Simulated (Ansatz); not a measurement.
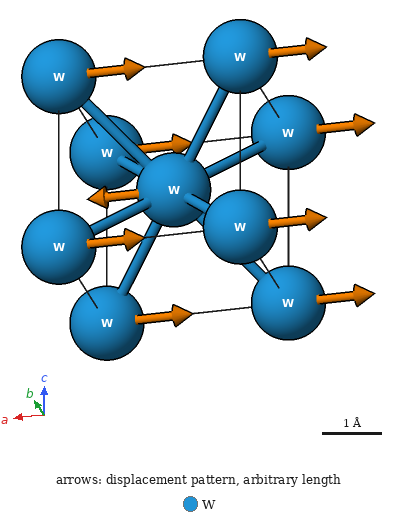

The lowest mode of a crystal of W, space group Im-3m (No. 229), at the zone centre of a doubled cell. The orange arrows are the displacements of the atoms (eigenvector over the root of the mass), of arbitrary overall length and sign. The picture is a ball-and-stick view of the conventional cell, seen from a free direction. Lengths and directions refer to the drawn axes.

Level of theory: Ansatz 0.2.0, DFT PBE, scalar-relativistic, plane waves, PAW. (plane-wave cutoff 420 eV; k-point mesh 16 × 16 × 16; occupations gaussian; smearing width 0.15 eV; no spin polarisation)

Question: Is the structure stable against all modes at this point?

Answer: Yes: this softest mode has a real frequency, and so have all others here. That speaks for this wave vector alone: the rest of the zone wasn't checked in this run. This is a triply degenerate mode (one member of the set is drawn) at 4.95 THz, the only level (the three translations aside). All motion is along a; atoms of one kind move against one another, with no net shift of their sublattice. It changes sign from one half of the doubled cell to the other: it belongs to the zone boundary, q = (1/2, 1/2, 1/2) in the reciprocal vectors of the undoubled cell.
